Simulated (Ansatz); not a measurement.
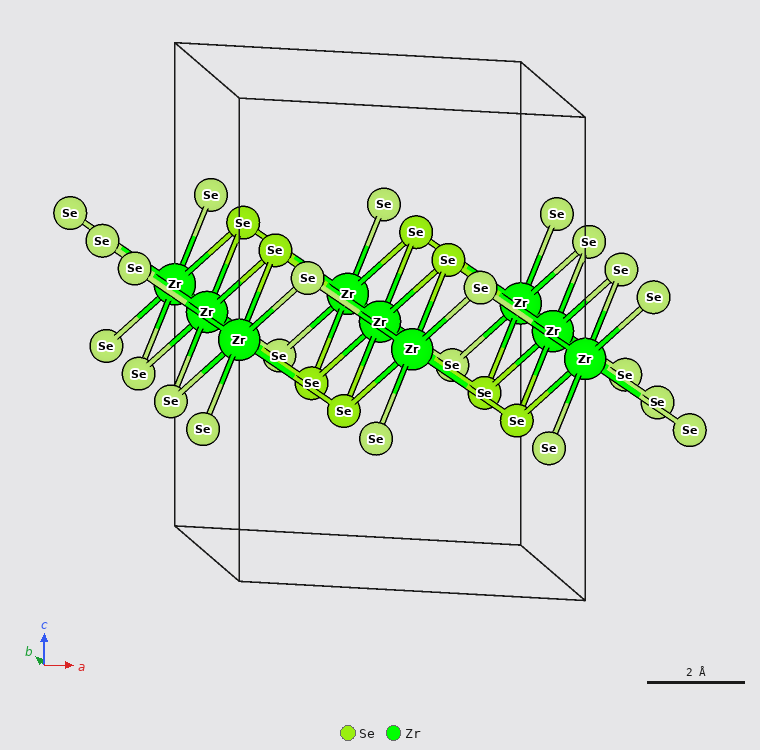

The starting structure (ball-and-stick view of the 2 × 2 repeat of the cell, with the vacuum cut short, seen slightly off an axis; neighbours outside the cell are drawn fainter).

# Geometry relaxation of ZrSe2 (part 1 of 2)

ZrSe2 (slab, 3 atoms in the cell), computed with DFT PBE+D3(BJ), scalar-relativistic, plane waves, PAW, no spin polarisation (Ansatz 0.2.0).

The structure derives from an entry of the Crystallography Open Database. It belongs to a series of runs on one base structure; here: sheet relaxed with its cell in the plane.

## Log
```
Engine: ansatz 0.2.0, aarch64-unknown-linux-gnu
Pseudopotentials: kind: paw
Pseudopotential: Se, paw, valence charge 16, recommended cutoff 420 eV (normal), Se.paw.azcp
Pseudopotential: Zr, paw, valence charge 12, recommended cutoff 420 eV (normal), Zr.paw.azcp
Functional definition: PBE
  parameter kappa = 0.804
  parameter beta = 0.06672455060314922
  exchange = pbe_x(kappa = kappa, mu = beta*pi^2/3)
  correlation = pbe_c(beta = beta)
Crystal: 3 atoms, lattice volume = 263.536 Å³
Basis set: ecut = 420 eV, 5147 PW (Γ), exchange–correlation on 54×54×288 points (8 copies of the dense FFT grid, shifted against one another)
Bands: 27, of which v1, the nominal top of the filled ones, is band 22 counted from 1 (21 counted from 0)
Symmetry: 6 space group operations
k-points: 19 of 144 (time reversal used)
Non-local potential: Se, projectors of the file, l = 0: 2, l = 1: 2, l = 2: 3, l = 3: 1
Non-local potential: Zr, projectors of the file, l = 0: 3, l = 1: 2, l = 2: 2, l = 3: 2
PAW form: soft (Blöchl's): semilocal exchange-correlation on the pseudo side does not see the compensation charge
PAW one-centre angular grid: Se, 590 points (default); XC on 64 Gauss nodes
PAW one-centre angular grid: Zr, 590 points (default); XC on 64 Gauss nodes
Initial density: superposition of atomic densities (neutral atoms: chi_scale 0, normalization atom), corrected by the library's trained network
Initial wavefunctions: pseudopotential atomic-orbital guess
Functional: x = pbe(κ = 0.804, μ = 0.2195149727645171), c = pbe(β = 0.06672455060314922)
SCF iter   1: F=—  HF=-15126.857453 eV  |F-HF|=—  |Δ(HF+E_count)|=         —  Δρ=7.66e-4  dr2=1.64e-3  ethr=1.77e-3  p=0.000 e·Å  D=1.94e-16 V/Å  ΔV_dip=-0.00 eV  dr2_dipole=5.00e-9  V_vac-E_F(+/−)=5.27/5.27 eV  ⟨swp⟩=7.3  Hψ=2319  notcnv=0
efield: sawtooth ramp at fractional position 0.9800 (placed from the atoms, in the widest stretch of the axis that holds none; the zero of the levels goes with the place), width 0.0400; the density the first Hamiltonian is built on has a dipole p = 0.000 e·Å; the dipole correction subtracts the counter field D = 1.94e-16 V/Å, which shifts the + side's vacuum level by -0.00 eV against the − side's; the planar-averaged density in the ramp window peaks in size at 7.2e-6 e/Å³
preconditioner: auto → Resta (q_TF=auto, 2.025 Å⁻¹)  ε∞=2.4  [insulator: Δε(μ)=0.582 eV  Ē_g=7.826 eV  σ=0.050 eV  W_gap=1.00  n_scr=42 (ndim 8)  ℏωp=9.1 eV  f_vac=0.692  D(μ)=0.00/eV (n_scr^D=0)  ε∞_Penn≈2.4  vacuum switching on, ρ_ref=4.4e-3 e/Å³]
SCF iter   2: F=—  HF=-15126.857206 eV  |F-HF|=—  |Δ(HF+E_count)|=   2.47e-4  Δρ=3.97e-4  dr2=2.92e-4  ethr=3.73e-6  p=0.000 e·Å  D=1.80e-5 V/Å  ΔV_dip=-0.00 eV  dr2_dipole=2.10e-8  V_vac-E_F(+/−)=5.31/5.31 eV  ⟨swp⟩=2.5  Hψ=1113  notcnv=0  defer=1
SCF iter   3: F=—  HF=-15126.857812 eV  |F-HF|=—  |Δ(HF+E_count)|=   6.06e-4  Δρ=1.43e-4  dr2=1.63e-4  ethr=6.64e-7  p=-0.000 e·Å  D=-5.05e-5 V/Å  ΔV_dip=0.00 eV  dr2_dipole=1.99e-7  V_vac-E_F(+/−)=5.34/5.33 eV  ⟨swp⟩=2.3  Hψ=656  notcnv=0  defer=2
SCF iter   4: F=—  HF=-15126.857869 eV  |F-HF|=—  |Δ(HF+E_count)|=   5.67e-5  Δρ=5.30e-5  dr2=1.31e-5  ethr=3.71e-7  p=0.000 e·Å  D=4.31e-5 V/Å  ΔV_dip=-0.00 eV  dr2_dipole=1.49e-7  V_vac-E_F(+/−)=5.35/5.35 eV  ⟨swp⟩=2.0  Hψ=611  notcnv=0  defer=1
SCF iter   5: F=—  HF=-15126.857962 eV  |F-HF|=—  |Δ(HF+E_count)|=   9.34e-5  Δρ=1.94e-5  dr2=2.15e-6  ethr=2.97e-8  p=-0.000 e·Å  D=-6.37e-5 V/Å  ΔV_dip=0.00 eV  dr2_dipole=3.14e-7  V_vac-E_F(+/−)=5.36/5.35 eV  ⟨swp⟩=2.1  Hψ=635  notcnv=0  defer=2
SCF iter   6: F=—  HF=-15126.857962 eV  |F-HF|=—  |Δ(HF+E_count)|=   2.01e-7  Δρ=1.67e-5  dr2=5.62e-6  ethr=4.88e-9  p=0.000 e·Å  D=1.37e-4 V/Å  ΔV_dip=-0.00 eV  dr2_dipole=1.44e-6  V_vac-E_F(+/−)=5.36/5.36 eV  ⟨swp⟩=2.1  Hψ=614  notcnv=0  defer=2  recentre
SCF iter   7: F=-15126.857962 eV  HF=-15126.857962 eV  |F-HF|=6.35e-8  |Δ(HF+E_count)|=   3.51e-7  Δρ=2.29e-6  dr2=1.87e-8  ethr=2.27e-10  p=-0.000 e·Å  D=-2.14e-6 V/Å  ΔV_dip=0.00 eV  dr2_dipole=3.26e-10  V_vac-E_F(+/−)=5.36/5.36 eV  ⟨swp⟩=9.5  Hψ=2448  notcnv=0
SCF 1 converged in 7 iterations: F = -15126.857962 eV  dr2 = 1.87e-8
  greatest PAW one-centre occupation: 1.000 electrons in one spin orbital (limit 2), on the Se atom at site 0 (counted from 0), in its partial waves of l = 2
relax step   1: F+E_penalty+E_count = -15126.85796204 eV  Δ(F+E_penalty+E_count) = +0.000e0 eV  max|allowed force component| = 2.634e-1 eV/Å  Δτ_max = 0.0000 Å  P = +0.069 GPa  Ω = 263.536 Å³  fix = [c, alpha, beta]  reactions: c +0.493 GPa  (7 SCF iters, dr2 threshold 1.00e-7 eV, accepted)
Crystal: 3 atoms, lattice volume = 254.900 Å³
Basis set: ecut = 420 eV, 5003 PW (Γ), exchange–correlation on 54×54×288 points (8 copies of the dense FFT grid, shifted against one another)
Initial density: handed on by an earlier stage of this run
Initial wavefunctions: those handed on with the density
iter 1 solved again at ethr=1.08e-4 eV; its pass at ethr=3.10e-3 eV (dr2=4.76e-2 eV) is discarded
SCF iter   1: F=—  HF=-15126.828448 eV  |F-HF|=—  |Δ(HF+E_count)|=         —  Δρ=2.87e-3  dr2=4.69e-2  ethr=1.08e-4  p=-0.000 e·Å  D=-2.14e-6 V/Å  ΔV_dip=0.00 eV  dr2_dipole=7.00e-10  V_vac-E_F(+/−)=5.39/5.39 eV  ⟨swp⟩=2.0  Hψ=2846  notcnv=0
efield: sawtooth ramp at fractional position 0.9800 (handed on by an earlier solve), width 0.0400; the density the first Hamiltonian is built on has a dipole p = -0.000 e·Å; the dipole correction subtracts the counter field D = -2.14e-6 V/Å, which shifts the + side's vacuum level by +0.00 eV against the − side's; the planar-averaged density in the ramp window peaks in size at 1.1e-5 e/Å³
preconditioner: auto → Resta (q_TF=auto, 2.036 Å⁻¹)  ε∞=2.4  [insulator: Δε(μ)=0.203 eV  Ē_g=7.735 eV  σ=0.050 eV  W_gap=1.00  n_scr=42 (ndim 8)  ℏωp=9.3 eV  f_vac=0.678  D(μ)=0.01/eV (n_scr^D=0)  ε∞_Penn≈2.4  vacuum switching on, ρ_ref=4.3e-3 e/Å³]
SCF iter   2: F=—  HF=-15126.823235 eV  |F-HF|=—  |Δ(HF+E_count)|=   5.21e-3  Δρ=1.77e-3  dr2=1.81e-2  ethr=1.07e-4  p=0.000 e·Å  D=4.47e-6 V/Å  ΔV_dip=-0.00 eV  dr2_dipole=1.36e-9  V_vac-E_F(+/−)=5.45/5.45 eV  ⟨swp⟩=2.0  Hψ=757  notcnv=0  defer=1
preconditioner: auto → LDOS  [insulator: Δε(μ)=0.091 eV  Ē_g=7.640 eV  σ=0.050 eV  W_gap=0.80  n_scr=42 (ndim 8)  ℏωp=9.3 eV  f_vac=0.679  D(μ)=0.34/eV (n_scr^D=2)  ε∞_Penn≈2.5  β→1.0]
SCF iter   3: F=—  HF=-15126.820741 eV  |F-HF|=—  |Δ(HF+E_count)|=   2.49e-3  Δρ=6.74e-4  dr2=3.10e-3  ethr=4.10e-5  p=-0.000 e·Å  D=-1.96e-6 V/Å  ΔV_dip=0.00 eV  dr2_dipole=4.71e-10  V_vac-E_F(+/−)=5.33/5.33 eV  ⟨swp⟩=2.0  Hψ=738  notcnv=0  defer=1
SCF iter   4: F=—  HF=-15126.820410 eV  |F-HF|=—  |Δ(HF+E_count)|=   3.31e-4  Δρ=2.08e-4  dr2=2.09e-4  ethr=7.04e-6  p=0.000 e·Å  D=3.20e-6 V/Å  ΔV_dip=-0.00 eV  dr2_dipole=3.29e-10  V_vac-E_F(+/−)=5.33/5.33 eV  ⟨swp⟩=2.3  Hψ=615  notcnv=0  defer=1
SCF iter   5: F=—  HF=-15126.820469 eV  |F-HF|=—  |Δ(HF+E_count)|=   5.85e-5  Δρ=4.38e-5  dr2=1.27e-5  ethr=4.75e-7  p=-0.000 e·Å  D=-2.89e-6 V/Å  ΔV_dip=0.00 eV  dr2_dipole=9.05e-10  V_vac-E_F(+/−)=5.33/5.33 eV  ⟨swp⟩=2.7  Hψ=929  notcnv=0  defer=1
SCF iter   6: F=-15126.820468 eV  HF=-15126.820468 eV  |F-HF|=7.78e-8  |Δ(HF+E_count)|=   9.46e-7  Δρ=6.60e-6  dr2=8.17e-8  ethr=6.82e-10  p=0.000 e·Å  D=5.58e-6 V/Å  ΔV_dip=-0.00 eV  dr2_dipole=1.35e-9  V_vac-E_F(+/−)=5.33/5.33 eV  ⟨swp⟩=6.3  Hψ=2637  notcnv=0
SCF 2 converged in 6 iterations: F = -15126.820468 eV  dr2 = 8.17e-8
relax step   2: F+E_penalty+E_count = -15126.82046766 eV  Δ(F+E_penalty+E_count) = +3.749e-2 eV  max|allowed force component| = 7.084e-1 eV/Å  Δτ_max = 0.1254 Å  P = -0.826 GPa  Ω = 254.900 Å³  energy of the carried Pulay correction = +2.603e-4 eV  fix = [c, alpha, beta]  (6 SCF iters, dr2 threshold 3.00e-7 eV, rejected (line search))
Crystal: 3 atoms, lattice volume = 258.969 Å³
Basis set: ecut = 420 eV, 5099 PW (Γ), exchange–correlation on 54×54×288 points (8 copies of the dense FFT grid, shifted against one another)
iter 1 solved again at ethr=4.33e-5 eV; its pass at ethr=3.10e-3 eV (dr2=1.90e-2 eV) is discarded
SCF iter   1: F=—  HF=-15126.876942 eV  |F-HF|=—  |Δ(HF+E_count)|=         —  Δρ=1.94e-3  dr2=2.46e-2  ethr=4.33e-5  p=0.000 e·Å  D=5.58e-6 V/Å  ΔV_dip=-0.00 eV  dr2_dipole=1.57e-9  V_vac-E_F(+/−)=5.33/5.33 eV  ⟨swp⟩=2.0  Hψ=2615  notcnv=0
efield: sawtooth ramp at fractional position 0.9800 (handed on by an earlier solve), width 0.0400; the density the first Hamiltonian is built on has a dipole p = 0.000 e·Å; the dipole correction subtracts the counter field D = 5.58e-6 V/Å, which shifts the + side's vacuum level by -0.00 eV against the − side's; the planar-averaged density in the ramp window peaks in size at 5.6e-6 e/Å³
eigensolver tolerance schedule calibrated: the retry pair's looser diagonalisation under-reported the residual by θ = 0.23 (0.12/decade); ethr = c·dr2/N_el runs at the constant in force after the calibration composes with the one it found (an armed cap, an earlier calibration), c = 6.7e-2
preconditioner: auto → Resta (q_TF=auto, 2.030 Å⁻¹)  ε∞=2.4  [insulator: Δε(μ)=0.361 eV  Ē_g=7.775 eV  σ=0.050 eV  W_gap=1.00  n_scr=42 (ndim 8)  ℏωp=9.2 eV  f_vac=0.690  D(μ)=0.00/eV (n_scr^D=0)  ε∞_Penn≈2.4  vacuum switching on, ρ_ref=4.4e-3 e/Å³]
SCF iter   2: F=—  HF=-15126.873741 eV  |F-HF|=—  |Δ(HF+E_count)|=   3.20e-3  Δρ=1.15e-3  dr2=6.66e-3  ethr=3.76e-5  p=-0.000 e·Å  D=-4.46e-6 V/Å  ΔV_dip=0.00 eV  dr2_dipole=2.15e-9  V_vac-E_F(+/−)=5.27/5.27 eV  ⟨swp⟩=2.0  Hψ=722  notcnv=0
SCF iter   3: F=—  HF=-15126.872648 eV  |F-HF|=—  |Δ(HF+E_count)|=   1.09e-3  Δρ=5.69e-4  dr2=9.50e-4  ethr=1.02e-5  p=0.000 e·Å  D=3.73e-6 V/Å  ΔV_dip=-0.00 eV  dr2_dipole=8.71e-10  V_vac-E_F(+/−)=5.30/5.30 eV  ⟨swp⟩=2.0  Hψ=757  notcnv=0
SCF iter   4: F=—  HF=-15126.872552 eV  |F-HF|=—  |Δ(HF+E_count)|=   9.61e-5  Δρ=1.49e-4  dr2=6.66e-5  ethr=1.45e-6  p=-0.000 e·Å  D=-1.10e-5 V/Å  ΔV_dip=0.00 eV  dr2_dipole=1.06e-8  V_vac-E_F(+/−)=5.33/5.33 eV  ⟨swp⟩=2.0  Hψ=659  notcnv=0
SCF iter   5: F=—  HF=-15126.872529 eV  |F-HF|=—  |Δ(HF+E_count)|=   2.25e-5  Δρ=3.25e-5  dr2=4.72e-6  ethr=1.02e-7  p=0.000 e·Å  D=2.49e-5 V/Å  ΔV_dip=-0.00 eV  dr2_dipole=5.16e-8  V_vac-E_F(+/−)=5.34/5.34 eV  ⟨swp⟩=2.0  Hψ=902  notcnv=0
SCF iter   6: F=—  HF=-15126.872592 eV  |F-HF|=—  |Δ(HF+E_count)|=   6.24e-5  Δρ=1.20e-5  dr2=2.20e-6  ethr=7.21e-9  p=-0.000 e·Å  D=-8.10e-5 V/Å  ΔV_dip=0.00 eV  dr2_dipole=5.48e-7  V_vac-E_F(+/−)=5.34/5.34 eV  ⟨swp⟩=2.0  Hψ=665  notcnv=0
SCF iter   7: F=—  HF=-15126.872591 eV  |F-HF|=—  |Δ(HF+E_count)|=   1.43e-7  Δρ=7.73e-6  dr2=3.95e-7  ethr=3.36e-9  p=0.000 e·Å  D=3.12e-5 V/Å  ΔV_dip=-0.00 eV  dr2_dipole=8.11e-8  V_vac-E_F(+/−)=5.34/5.34 eV  ⟨swp⟩=2.0  Hψ=595  notcnv=0
SCF iter   8: F=—  HF=-15126.872592 eV  |F-HF|=—  |Δ(HF+E_count)|=   1.27e-7  Δρ=2.37e-6  dr2=2.69e-8  ethr=6.03e-10  p=0.000 e·Å  D=7.84e-6 V/Å  ΔV_dip=-0.00 eV  dr2_dipole=4.45e-9  V_vac-E_F(+/−)=5.34/5.34 eV  ⟨swp⟩=2.0  Hψ=626  notcnv=0
SCF iter   9: F=—  HF=-15126.872592 eV  |F-HF|=—  |Δ(HF+E_count)|=   3.50e-8  Δρ=4.44e-7  dr2=1.09e-9  ethr=4.12e-11  p=0.000 e·Å  D=1.64e-6 V/Å  ΔV_dip=-0.00 eV  dr2_dipole=1.70e-10  V_vac-E_F(+/−)=5.34/5.34 eV  ⟨swp⟩=2.0  Hψ=661  notcnv=0
SCF iter  10: F=-15126.872592 eV  HF=-15126.872592 eV  |F-HF|=4.24e-10  |Δ(HF+E_count)|=   4.05e-9  Δρ=9.64e-8  dr2=2.57e-11  ethr=1.00e-12  p=0.000 e·Å  D=2.85e-7 V/Å  ΔV_dip=-0.00 eV  dr2_dipole=2.30e-12  V_vac-E_F(+/−)=5.34/5.34 eV  ⟨swp⟩=7.0  Hψ=3077  notcnv=0
SCF 3 converged in 10 iterations: F = -15126.872592 eV  dr2 = 2.57e-11
  greatest PAW one-centre occupation: 1.000 electrons in one spin orbital (limit 2), on the Se atom at site 2 (counted from 0), in its partial waves of l = 2
relax step   3: F+E_penalty+E_count = -15126.87259162 eV  Δ(F+E_penalty+E_count) = -1.463e-2 eV  max|allowed force component| = 1.868e-2 eV/Å  Δτ_max = 0.0430 Å  P = -0.097 GPa  Ω = 258.969 Å³  energy of the carried Pulay correction = +1.366e-4 eV  fix = [c, alpha, beta]  reactions: c -0.040 GPa  (10 SCF iters, accepted)
Crystal: 3 atoms, lattice volume = 257.797 Å³
Basis set: ecut = 420 eV, 5063 PW (Γ), exchange–correlation on 54×54×288 points (8 copies of the dense FFT grid, shifted against one another)
iter 1 solved again at ethr=4.57e-7 eV; its pass at ethr=3.10e-3 eV (dr2=2.01e-4 eV) is discarded
```
